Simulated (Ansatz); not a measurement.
**BAs: geometry relaxation (part 3 of 3)**

The same run, continued: BAs (slab, 10 atoms in the cell); DFT r2SCAN, scalar-relativistic, plane waves, PAW, no spin polarisation (Ansatz 0.2.0); cutoff 500 eV, 8×6×1 k-mesh, Gaussian smearing of 0.05 eV. The structure derives from an entry of the Crystallography Open Database. The input holds or restrains some coordinates. Forces given for the steps count only the free coordinates. It belongs to a series of runs on one base structure; here: clean slab, lower half held.

Geometry of the input (Å; fractional positions):
```
3.3827  0.0000  0.0000
0.0000  4.7838  0.0000
0.0000  0.0000  23.7654
B  0.5000  0.5000  0.3577
As 0.0000  0.2500  0.3577
B  0.0000  0.0000  0.4288
As 0.5000  0.7500  0.4288
B  0.5000  0.5000  0.5000
As 0.0000  0.2500  0.5000
B  0.0000  0.0000  0.5712
As 0.5000  0.7500  0.5712
B  0.5000  0.5000  0.6423
As 0.0000  0.2500  0.6423
```

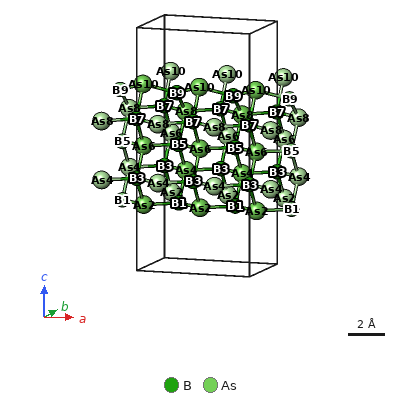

**Figure 1.** The geometry at step 4 of the log (ball-and-stick view of the 2 × 1 repeat of the cell, with the vacuum cut short, seen slightly off an axis; neighbours outside the cell are drawn fainter; atoms are numbered from 1 in the order of the input).

Output, continued:
```
--- Per-component energies (eV) ---
  E_band       = -2020.564481
  E_kinetic    = 743.778174
  E_local      = -83097.954728  (includes V_loc(G=0)·N_el)
  E_nonlocal   = -3287.259466
  E_hartree    = 41565.760876
  E_xc         = -522.283420
  E_vxc        = -620.334373  (∫ρ·V_xc dr)
  E_paw        = -9643.545182  (= ΣΔE_a)
  E_vpaw       = 1078.030345  (= ΣTr[D̂ρ^β])
  E_aug_tail   = -0.000034  (compensation charges beyond the density's cutoff)
  E_vtau       = 31.674588  (kinetic-family band-sum trace: ∫τ·v_τ [+ j·A + Jᵃ·Aᵃ] dr)
  E_efield     = 0.000091  (sawtooth field / dipole correction)
  E_vefield    = -0.018324  (∫n·V_field dr)
  E_ewald      = 29146.334831
  E_core_change = -7.379249  (= ΣΔE_core)
  E_smearing   = -0.000007  (= −TS)
  E_closure    = -0.000000  (closes the sum)
  Σ components = -25102.548112   (vs F -25102.548112, Δ=0.00e0)
--- Forces (eV/Å), atoms counted from 1 ---
  atom   1  B      0.00000000    -1.58913305     2.61599568
  atom   2  As     0.00000000     0.71717906    -2.01521748
  atom   3  B      0.00000000     0.06794558     0.64963295
  atom   4  As     0.00000000     0.80565812    -1.25806455
  atom   5  B      0.00000000    -0.00395577     0.00183818
  atom   6  As     0.00000000     0.01185247    -0.00936053
  atom   7  B      0.00000000    -0.02021859    -0.01712676
  atom   8  As     0.00000000     0.01506641     0.02605499
  atom   9  B      0.00000000    -0.00489538    -0.00024062
  atom  10  As     0.00000000     0.00050481     0.00647929
  max |Σ_I F_I| component: 8.85e-6 eV/Å
--- Band table (eV; the first three rows and the last of 20) ---
  k-point 0: bands = ["-36.1916", "-36.1744", "-36.1658", "-36.1555", "-36.1456", "-36.0649", "-36.0592", "-36.0457", "-36.0361", "-36.0342", "-36.0299", "-36.0280", "-36.0199", "-36.0036", "-36.0029", "-35.2379", "-35.2123", "-35.1503", "-35.1442", "-35.1285", "-35.1146", "-35.1113", "-35.0393", "-35.0348", "-35.0150", "-15.1675", "-13.9622", "-12.3843", "-11.2119", "-10.8763", "-8.2218", "-7.2412", "-5.6790", "-4.9831", "-4.5218", "-3.4940", "-3.4700", "-2.7020", "-2.5213", "-2.3355", "-1.3172", "-0.5141", "-0.2481", "0.3435", "0.4581", "1.6054", "2.4562", "2.7931", "3.4620", "3.9867", "4.4788", "4.5081", "4.9287", "5.0981", "5.3855"]
  k-point 1: bands = ["-36.1916", "-36.1744", "-36.1658", "-36.1555", "-36.1456", "-36.0648", "-36.0592", "-36.0455", "-36.0360", "-36.0343", "-36.0309", "-36.0272", "-36.0199", "-36.0035", "-36.0029", "-35.2379", "-35.2123", "-35.1503", "-35.1442", "-35.1285", "-35.1146", "-35.1113", "-35.0393", "-35.0348", "-35.0150", "-15.0121", "-13.8271", "-12.3428", "-11.6674", "-11.3112", "-7.5837", "-7.4015", "-6.2517", "-4.4866", "-4.0530", "-3.8035", "-3.3148", "-2.4953", "-2.4002", "-1.9817", "-1.2955", "-0.5180", "-0.4717", "-0.1067", "0.2791", "1.5369", "2.2934", "2.8446", "3.6366", "4.0279", "4.4268", "4.6527", "5.0289", "5.0837", "5.5589"]
  k-point 2: bands = ["-36.1916", "-36.1744", "-36.1658", "-36.1554", "-36.1456", "-36.0647", "-36.0592", "-36.0451", "-36.0359", "-36.0344", "-36.0322", "-36.0264", "-36.0201", "-36.0034", "-36.0028", "-35.2379", "-35.2123", "-35.1503", "-35.1441", "-35.1285", "-35.1147", "-35.1113", "-35.0393", "-35.0348", "-35.0150", "-14.5512", "-13.4436", "-12.8240", "-12.1797", "-11.9015", "-7.6230", "-7.2856", "-5.9586", "-4.9656", "-3.5278", "-2.9151", "-2.8585", "-2.1292", "-2.0566", "-1.7404", "-1.3006", "-1.1919", "-0.7675", "-0.6550", "0.2862", "1.0476", "1.9070", "3.1530", "3.9769", "4.2460", "4.3070", "4.5728", "5.0114", "5.8187", "5.9870"]
  k-point 19: bands = ["-36.1903", "-36.1702", "-36.1690", "-36.1489", "-36.1469", "-36.0644", "-36.0538", "-36.0481", "-36.0340", "-36.0332", "-36.0255", "-36.0249", "-36.0177", "-36.0068", "-36.0012", "-35.2279", "-35.2157", "-35.1535", "-35.1437", "-35.1194", "-35.1147", "-35.1099", "-35.0392", "-35.0382", "-35.0099", "-12.3090", "-12.0840", "-11.4724", "-10.7749", "-10.2850", "-8.5557", "-8.3010", "-7.7527", "-7.6992", "-7.4208", "-4.7485", "-4.4303", "-4.0717", "-4.0051", "-2.9665", "-2.4506", "-2.2074", "-1.8992", "-0.8386", "0.2054", "0.7547", "1.8716", "4.4355", "4.8173", "5.3380", "5.5269", "5.5799", "5.6954", "6.2805", "6.4571"]
--- Relaxed structure (6 steps of the walk, 6 accepted, 0 SCFs on fresh bases) ---
  F+E_penalty+E_count = -25102.54811239 eV   max|allowed force component| = 2.605e-2 eV/Å
  atoms:
    - { symbol: B, position: [0.5, 0.5, 0.35766337029999995] }
    - { symbol: As, position: [0.0, 0.25, 0.35766337029999995] }
    - { symbol: B, position: [0.0, 0.0, 0.4288316851999999] }
    - { symbol: As, position: [0.5, 0.75, 0.4288316851999999] }
    - { symbol: B, position: [0.5, 0.493453285680437, 0.4998553757262574] }
    - { symbol: As, position: [0.0, 0.2460315951003107, 0.500473817052192] }
    - { symbol: B, position: [0.0, -0.00035642937581647984, 0.5726777850868346] }
    - { symbol: As, position: [0.5, 0.7532313040757539, 0.5712348037378151] }
    - { symbol: B, position: [0.5, 0.43815316019779654, 0.6269785494434905] }
    - { symbol: As, position: [0.0, 0.23089139032464362, 0.650206387321969] }
```

Trajectory as extended XYZ (Å, eV, eV/Å), 6 frames, from step=1 to step=6:
```
10
Lattice="3.3827 0.0000 0.0000 0.0000 4.7838 0.0000 0.0000 0.0000 23.7654" Properties=species:S:1:pos:R:3:forces:R:3 step=1 energy=-25101.62734
B     1.6913    2.3919    8.5000    0.0000  -1.6996   2.4291
As    0.0000    1.1960    8.5000    0.0000   0.8819  -1.9213
B     0.0000    0.0000   10.1913    0.0000   0.1962   0.4952
As    1.6913    3.5879   10.1913    0.0000   0.9145  -1.1420
B     1.6913    2.3919   11.8827    0.0000  -0.6085   0.0000
As    0.0000    1.1960   11.8827    0.0000   0.0213   0.0000
B     0.0000    0.0000   13.5740    0.0000   0.1962  -0.4952
As    1.6913    3.5879   13.5740    0.0000   0.9145   1.1420
B     1.6913    2.3919   15.2654    0.0000  -1.6996  -2.4291
As    0.0000    1.1960   15.2654    0.0000   0.8819   1.9213
10
Lattice="3.3827 0.0000 0.0000 0.0000 4.7838 0.0000 0.0000 0.0000 23.7654" Properties=species:S:1:pos:R:3:forces:R:3 step=2 energy=-25102.29327
B     1.6913    2.3919    8.5000    0.0000  -1.6315   2.5828
As    0.0000    1.1960    8.5000    0.0000   0.7746  -2.0511
B     0.0000    0.0000   10.1913    0.0000   0.1883   0.5839
As    1.6913    3.5879   10.1913    0.0000   0.9391  -1.1409
B     1.6913    2.3908   11.8993    0.0000  -0.1798  -0.0878
As    0.0000    1.2031   11.8794    0.0000   0.1066   0.1613
B     0.0000    0.0487   13.5883    0.0000   0.0461  -0.2091
As    1.6913    3.6506   13.5870    0.0000   0.1156   0.5899
B     1.6913    2.2785   15.1069    0.0000  -0.7214  -1.5523
As    0.0000    1.1638   15.3750    0.0000   0.3617   1.1272
10
Lattice="3.3827 0.0000 0.0000 0.0000 4.7838 0.0000 0.0000 0.0000 23.7654" Properties=species:S:1:pos:R:3:forces:R:3 step=3 energy=-25102.53101
B     1.6913    2.3919    8.5000    0.0000  -1.5961   2.6183
As    0.0000    1.1960    8.5000    0.0000   0.7283  -2.0236
B     0.0000    0.0000   10.1913    0.0000   0.1956   0.7179
As    1.6913    3.5879   10.1913    0.0000   0.9196  -1.1830
B     1.6913    2.3852   11.8956    0.0000   0.0603  -0.0274
As    0.0000    1.2055   11.8974    0.0000  -0.0135  -0.0706
B     0.0000    0.0561   13.6087    0.0000  -0.1386   0.1576
As    1.6913    3.6580   13.5916    0.0000  -0.1003  -0.0477
B     1.6913    2.1712   14.9407    0.0000  -0.3606  -0.0272
As    0.0000    1.1388   15.4745    0.0000   0.3058  -0.1138
10
Lattice="3.3827 0.0000 0.0000 0.0000 4.7838 0.0000 0.0000 0.0000 23.7654" Properties=species:S:1:pos:R:3:forces:R:3 step=4 energy=-25102.53717
B     1.6913    2.3919    8.5000    0.0000  -1.5833   2.6153
As    0.0000    1.1960    8.5000    0.0000   0.7076  -2.0001
B     0.0000    0.0000   10.1913    0.0000  -0.0263   0.6204
As    1.6913    3.5879   10.1913    0.0000   0.7400  -1.3057
B     1.6913    2.3447   11.8664    0.0000  -0.0540   0.1053
As    0.0000    1.1565   11.8953    0.0000   0.0283   0.0402
B     0.0000   -0.0325   13.6290    0.0000  -0.1809  -0.3012
As    1.6913    3.5590   13.5762    0.0000   0.1609   0.0302
B     1.6913    2.0351   14.8883    0.0000   0.1614   0.0230
As    0.0000    1.0538   15.4473    0.0000   0.0461   0.1731
10
Lattice="3.3827 0.0000 0.0000 0.0000 4.7838 0.0000 0.0000 0.0000 23.7654" Properties=species:S:1:pos:R:3:forces:R:3 step=5 energy=-25102.54811
B     1.6913    2.3919    8.5000    0.0000  -1.5889   2.6158
As    0.0000    1.1960    8.5000    0.0000   0.7175  -2.0152
B     0.0000    0.0000   10.1913    0.0000   0.0678   0.6498
As    1.6913    3.5879   10.1913    0.0000   0.8055  -1.2583
B     1.6913    2.3606   11.8792    0.0000  -0.0041   0.0019
As    0.0000    1.1770   11.8939    0.0000   0.0118  -0.0096
B     0.0000   -0.0017   13.6099    0.0000  -0.0206  -0.0166
As    1.6913    3.6033   13.5756    0.0000   0.0146   0.0258
B     1.6913    2.0961   14.9004    0.0000  -0.0067  -0.0010
As    0.0000    1.1045   15.4524    0.0000  -0.0002   0.0061
10
Lattice="3.3827 0.0000 0.0000 0.0000 4.7838 0.0000 0.0000 0.0000 23.7654" Properties=species:S:1:pos:R:3:forces:R:3 step=6 energy=-25102.54811
B     1.6913    2.3919    8.5000    0.0000  -1.5891   2.6160
As    0.0000    1.1960    8.5000    0.0000   0.7172  -2.0152
B     0.0000    0.0000   10.1913    0.0000   0.0680   0.6496
As    1.6913    3.5879   10.1913    0.0000   0.8057  -1.2581
B     1.6913    2.3606   11.8792    0.0000  -0.0040   0.0018
As    0.0000    1.1770   11.8939    0.0000   0.0119  -0.0094
B     0.0000   -0.0017   13.6099    0.0000  -0.0202  -0.0171
As    1.6913    3.6033   13.5756    0.0000   0.0151   0.0261
B     1.6913    2.0961   14.9004    0.0000  -0.0049  -0.0002
As    0.0000    1.1045   15.4524    0.0000   0.0005   0.0065
```

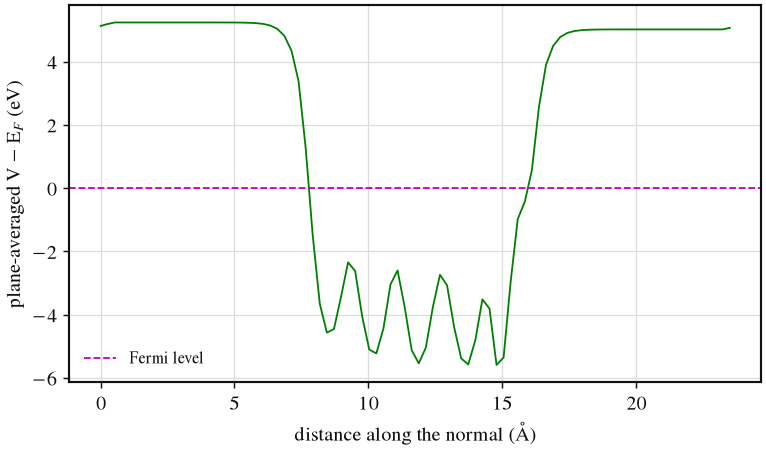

**Figure 2.** Plane average of the electrostatic potential energy of an electron across the cell, from the Fermi level. The vacuum level lies 5.02 eV above the Fermi level on the upper side and 5.24 eV on the lower.

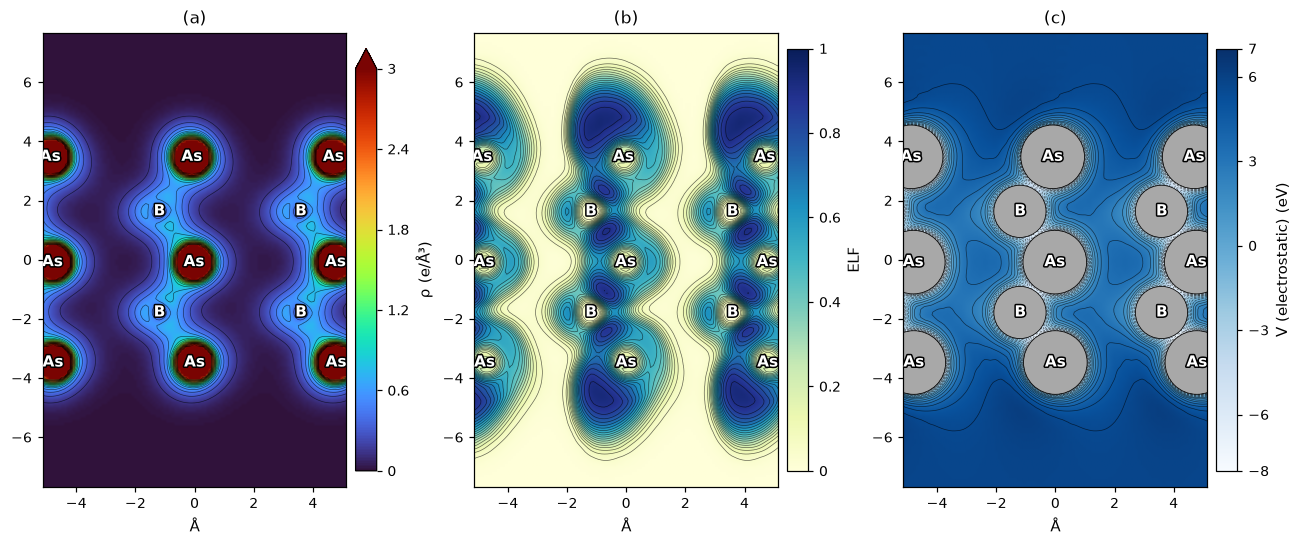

**Figure 3.** (a) valence electron density; (b) electron localisation function; (c) electrostatic potential (local pseudopotential plus Hartree) felt by an electron on the (100) plane of the calculation cell, a cut from vacuum to vacuum. Grey discs, where drawn, cover atomic cores. B–As (2.15 Å): ρ at the midpoint is about 0.65 e/Å³; the ELF peaks at about 0.85 between the atoms, as expected for localised, shared-pair bonding. The density dies away to nearly zero in the vacuum. Core electrons are frozen (PAW), so the fields are smoothed inside the atomic spheres.

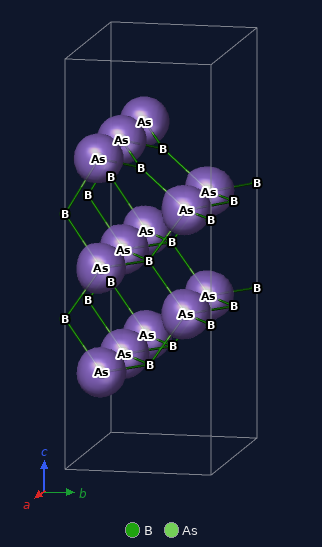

**Figure 4.** Isosurface of the valence charge density (pseudo) at 1 e/Å³ (purple), seen slightly off an axis. Sticks mark near contacts. At this value the density breaks into separate islands; it holds about 60 % of the electrons treated as valence. It is pinched off along the B–As (2.01 Å), B–As (2.06 Å), B–As (2.10 Å) and B–As (2.15 Å) contacts. On the grid the lowest density along these lines, outside the cores, is 0.85 e/Å³ (B–As, 2.01 Å), 0.77 e/Å³ (B–As, 2.06 Å), 0.7 e/Å³ (B–As, 2.10 Å) and 0.63 e/Å³ (B–As, 2.15 Å).

Results in brief:

- outcome: converged under the restraints of the input
- electrons treated: 90
- free energy: −25102.5481 eV
- work function, top face: 5.02 eV
- work function, bottom face: 5.24 eV
- Fermi energy: 0.572 eV
- gap on the k-point mesh: 0.24 eV
- final volume: 384.58 Å³
- work function (upper face): 5.02 eV
- largest force (length of the vector) at the end, held atoms and coordinates included: 3.061 eV/Å
- wall time: 2.1 min (CPU time 8.2 min)
- peak memory: 1.8 GiB

Remarks:

The program warns: the exchange-correlation potential is rough where the density is thin.
